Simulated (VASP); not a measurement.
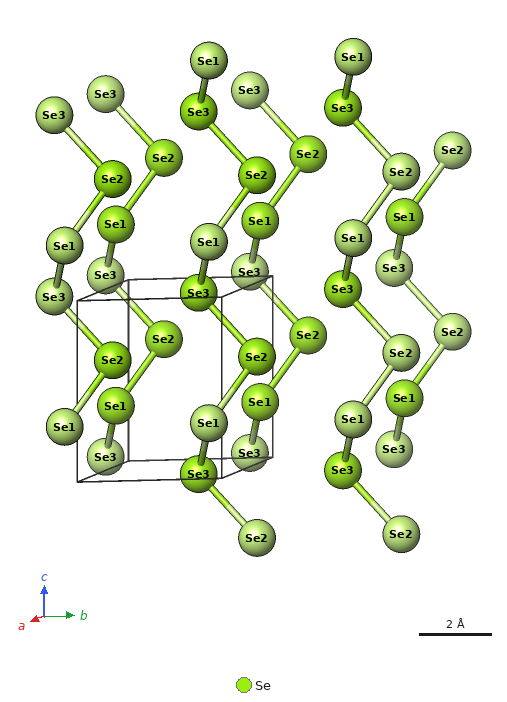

Fig. 1: The input geometry (ball-and-stick view of the cell of the calculation, repeated 1 × 2 × 2, seen slightly off an axis; neighbours outside the cell are drawn fainter; atoms are numbered from 1 in the order of the input). Near neighbours in the crystal (not all of them lie inside the picture): Se has 2 Se at 2.46 Å.

# Geometry relaxation, with input and output: Se (part 1 of 2)

- system: Se (P3₁21, 3 atoms in the cell)
- method: Kohn-Sham DFT of a periodic cell, rev-vdW-DF2, VASP PAW PBE potentials, recommended, no spin polarisation (VASP 6.6.1)

The structure derives from an entry of the Crystallography Open Database.

**OSZICAR**
```
N       E                     dE             d eps       ncg     rms          rms(c)
DAV:   1     0.975536587797E+02    0.97554E+02   -0.80425E+03  1612   0.130E+03
DAV:   2     0.286753327300E+00   -0.97267E+02   -0.93215E+02  2139   0.185E+02
DAV:   3    -0.635365533345E+01   -0.66404E+01   -0.65789E+01  1927   0.560E+01
DAV:   4    -0.642148289456E+01   -0.67828E-01   -0.67750E-01  1877   0.658E+00
DAV:   5    -0.642200515157E+01   -0.52226E-03   -0.52224E-03  1957   0.578E-01    0.640E+00
DAV:   6    -0.637056347150E+01    0.51442E-01   -0.38526E-02  1752   0.144E+00    0.396E+00
DAV:   7    -0.635641391842E+01    0.14150E-01   -0.73794E-02  1707   0.196E+00    0.201E-01
DAV:   8    -0.635558513193E+01    0.82879E-03   -0.10986E-02  1662   0.755E-01    0.110E-01
DAV:   9    -0.635565686416E+01   -0.71732E-04   -0.30419E-04  2037   0.142E-01    0.342E-02
DAV:  10    -0.635566956033E+01   -0.12696E-04   -0.43283E-05  1767   0.570E-02    0.103E-02
DAV:  11    -0.635567079340E+01   -0.12331E-05   -0.10081E-05  1972   0.218E-02    0.447E-03
DAV:  12    -0.635567024855E+01    0.54485E-06   -0.18601E-06  1747   0.989E-03    0.305E-03
DAV:  13    -0.635567009266E+01    0.15589E-06   -0.36925E-07  1777   0.398E-03    0.534E-04
DAV:  14    -0.635567008586E+01    0.67995E-08   -0.68841E-08   916   0.185E-03
   1 F= -.63556701E+01 E0= -.63556701E+01  d E =-.635567E+01
       N       E                     dE             d eps       ncg     rms          rms(c)
DAV:   1    -0.635567574606E+01   -0.56534E-05   -0.17346E-04  1632   0.835E-02    0.965E-03
DAV:   2    -0.635567427048E+01    0.14756E-05   -0.45906E-06  1917   0.149E-02    0.464E-03
DAV:   3    -0.635567377027E+01    0.50020E-06   -0.18586E-06  1717   0.816E-03    0.116E-03
DAV:   4    -0.635567375904E+01    0.11235E-07   -0.37989E-08   866   0.158E-03
   2 F= -.63556738E+01 E0= -.63556738E+01  d E =-.367318E-05
```

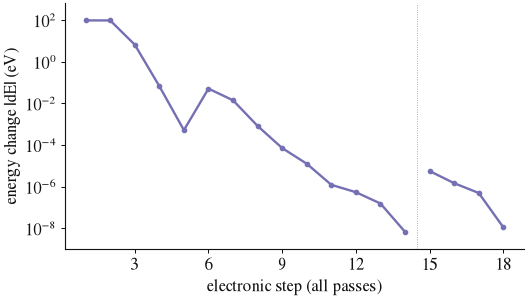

Fig. 2: Convergence of the self-consistent field: energy change |dE| against the electronic step. Each stretch between dotted lines is the SCF of one geometry step of a relaxation. The 2 ionic steps take 4 to 14 electronic steps each. The density is held fixed in the first few steps, and dE rises again when its update begins.

**Parts of OUTCAR**
```
PREC = Accurate
   ENCUT = 600
   EDIFF = 1E-7
   ISMEAR = 0
   LREAL = False
   LASPH = True
   NELM = 80
   ISIF = 3
   GGA = MK
   IBRION = 2
   NSW = 90
   EDIFFG = -0.005

 ion  position               nearest neighbor table
   1  0.246  0.000  0.333-   3 2.46   2 2.46
   2  0.000  0.246  0.667-   3 2.46   1 2.46
   3  0.754  0.754  0.000-   2 2.46   1 2.46

  LATTYP: Found a hexagonal cell.
 ALAT       =     4.1187682806
 C/A-ratio  =     1.2540223510

  Lattice vectors:

 A1 = (   4.1187682806,   0.0000000000,   0.0000000000)
 A2 = (  -2.0593841403,   3.5669579633,   0.0000000000)
 A3 = (   0.0000000000,   0.0000000000,   5.1650274823)

Analysis of symmetry for initial positions (statically):
=====================================================================
 Subroutine PRICEL returns:
 Original cell was already a primitive cell.

 Routine SETGRP: Setting up the symmetry group for a
 hexagonal supercell.

 Subroutine GETGRP returns: Found  6 space group operations
 (whereof  2 operations were pure point group operations)
 out of a pool of 24 trial point group operations.

The static configuration has the point symmetry C_2 .
 The point group associated with its full space group is D_3 .

Analysis of symmetry for dynamics (positions and initial velocities):
=====================================================================
 Subroutine PRICEL returns:
 Original cell was already a primitive cell.

 Routine SETGRP: Setting up the symmetry group for a
 hexagonal supercell.

 Subroutine GETGRP returns: Found  6 space group operations
 (whereof  2 operations were pure point group operations)
 out of a pool of 24 trial point group operations.

The dynamic configuration has the point symmetry C_2 .
 The point group associated with its full space group is D_3 .

 Subroutine INISYM returns: Found  6 space group operations
 (whereof  2 operations are pure point group operations),
 and found     1 'primitive' translations

----------------------------------------------------------------------------------------

                                     Primitive cell

  volume of cell :      75.8819

  direct lattice vectors                    reciprocal lattice vectors
     4.118768281  0.000000000  0.000000000     0.242791032  0.140175467  0.000000000
    -2.059384140  3.566957963  0.000000000     0.000000000  0.280350935  0.000000000
     0.000000000  0.000000000  5.165027482     0.000000000  0.000000000  0.193609812

  length of vectors
     4.118768281  4.118768281  5.165027482     0.280350935  0.280350935  0.193609812

  position of ions in fractional coordinates (direct lattice)
     0.245803475  0.000000000  0.333333333
     0.000000000  0.245803475  0.666666667
     0.754196525  0.754196525  0.000000000

  ion indices of the primitive-cell ions
   primitive index   ion index
                 1           1
                 2           2
                 3           3

----------------------------------------------------------------------------------------

 KPOINTS: regular mesh

Automatic generation of k-mesh.
 Grid dimensions read from file:
 generate k-points for:    9    9    6

 Generating k-lattice:

  Cartesian coordinates                     Fractional coordinates (reciprocal lattice)
     0.026976781  0.015575052  0.000000000     0.111111111  0.000000000  0.000000000
     0.000000000  0.031150104  0.000000000     0.000000000  0.111111111  0.000000000
     0.000000000  0.000000000  0.032268302     0.000000000  0.000000000  0.166666667

  Length of vectors
     0.031150104  0.031150104  0.032268302

  Shift w.r.t. Gamma in fractional coordinates (k-lattice)
     0.000000000  0.000000000  0.000000000

 Subroutine IBZKPT returns following result:
 ===========================================

 Found     62 irreducible k-points:

 Following reciprocal coordinates:
            Coordinates               Weight
  0.000000  0.000000  0.000000      1.000000
  0.111111  0.000000  0.000000      6.000000
  0.222222  0.000000  0.000000      6.000000
  0.333333  0.000000  0.000000      6.000000
  0.444444  0.000000  0.000000      6.000000
  0.111111  0.111111  0.000000      6.000000
  0.222222  0.111111  0.000000     12.000000
  0.333333  0.111111  0.000000     12.000000
  0.444444  0.111111  0.000000      6.000000
  0.222222  0.222222  0.000000      6.000000
  0.333333  0.222222  0.000000     12.000000
  0.333333  0.333333  0.000000      2.000000
  0.000000  0.000000  0.166667      2.000000
  0.111111  0.000000  0.166667      6.000000
  0.000000  0.111111  0.166667      6.000000
  0.222222  0.000000  0.166667      6.000000
  0.000000  0.222222  0.166667      6.000000
  0.333333  0.000000  0.166667      6.000000
  0.000000  0.333333  0.166667      6.000000
  0.444444  0.000000  0.166667      6.000000
  0.000000  0.444444  0.166667      6.000000
  0.111111  0.111111  0.166667     12.000000
  0.222222  0.111111  0.166667     12.000000
 -0.111111  0.333333  0.166667     12.000000
 [... further k-points ...]
   k-points           NKPTS =     62   k-points in BZ     NKDIM =     62   number of bands    NBANDS=     13
   number of dos      NEDOS =    301   number of ions     NIONS =      3
   total plane-waves  NPLWV =  54432
   dimension x,y,z NGX =    36 NGY =   36 NGZ =   42
   dimension x,y,z NGXF=    72 NGYF=   72 NGZF=   84
   ions per type =               3
   NGX,Y,Z   is equivalent  to a cutoff of  14.53, 14.53, 13.52 a.u.
   NGXF,Y,Z  is equivalent  to a cutoff of  29.06, 29.06, 27.04 a.u.
 SYSTEM =  unknown system
   PREC   = accura    normal or accurate (medium, high low for compatibility)
   ISTART =      0    job   : 0-new  1-cont  2-samecut
   ICHARG =      2    charge: 1-file 2-atom 10-const
   ISPIN  =      1    spin polarized calculation?
   LNONCOLLINEAR =      F non collinear calculations
   LSORBIT =      F    spin-orbit coupling
   LASPH  =      T    aspherical Exc in radial PAW
   ENCUT  =  600.0 eV  44.10 Ry    6.64 a.u.   8.23  8.23 10.32*2*pi/ulx,y,z
   NELM   =     80;   NELMIN=  2; NELMDL= -5     # of ELM steps
   EDIFF  = 0.1E-06   stopping-criterion for ELM
   LREAL  =      F    real-space projection
   EDIFFG = -.5E-02   stopping-criterion for IOM
   NSW    =     90    number of steps for IOM
   IBRION =      2    ionic relax: 0-MD 1-quasi-New 2-CG
   NFREE  =      1    steps in history (QN), initial steepest desc. (CG)
   ISIF   =      3    stress and relaxation
   ISYM   =      2    0-nonsym 1-usesym 2-fastsym
   POTIM  = 0.5000    time-step for ionic-motion
   TEBEG  =    0.0;   TEEND  =   0.0 temperature during run
   PSTRESS=    0.0 pullay stress
   NELECT =      18.0000    total number of electrons
   NUPDOWN=      -1.0000    fix difference up-down
   EMIN   =  10.00;   EMAX   =-10.00  energy-range for DOS
   EFERMI =   0.00;   METHOD = LEGACY
   ISMEAR =     0;   SIGMA  =   0.03  broadening in eV -4-tet -1-fermi 0-gaus
   EFERMI_NEDOS =   21; number of points for ismear=-14 and -15
   IALGO  =     38    algorithm
   IMIX   =      4    mixing-type and parameters
     AMIX     =   0.40;   BMIX     =  1.00
     AMIX_MAG =   1.60;   BMIX_MAG =  1.00
  volume/ion in A,a.u.               =      25.29       170.69
  Fermi-wavevector in a.u.,A,eV,Ry     =   1.013413  1.915072 13.973255  1.027005
  Thomas-Fermi vector in A             =   2.146580
   LORBIT       =      0    0 simple, 1 ext, 2 COOP (PROOUT), +10 PAW based schemes
   GGA     = MK    functional components
   LHFCALC =     F    Hartree Fock is set to
   AEXX    =    0.0000 exact exchange contribution
   IVDW_NL    =     1    kernel type
   BPARAM     = 6.3000
   IVDW    =     0    specifies the selected vdW correction
   LEPSILON=     F    determine dielectric tensor
   LRPA    =     F    only Hartree local field effects (RPA)
 conjugate gradient relaxation of ions
 non-spin polarized calculation
 Gauss-broadening in eV      SIGMA  =   0.03
  energy-cutoff  :      600.00
  volume of cell :       75.88
 maximum number of plane-waves:      2553
 NGX is ok and might be reduce to    36
   NGX = 17   NGY = 17   NGZ = 21

--------------------------------------- Ionic step        1  -------------------------------------------

 number of electron      18.0000001 magnetization

 Free energy of the ion-electron system (eV)
  ---------------------------------------------------
  ext. energy  EPLUGINS =         0.00000000
  ---------------------------------------------------
  free energy    TOTEN  =        -6.35567009 eV

  energy without entropy =       -6.35567009  energy(sigma->0) =       -6.35567009

------------------------ aborting loop because EDIFF is reached ----------------------------------------
```
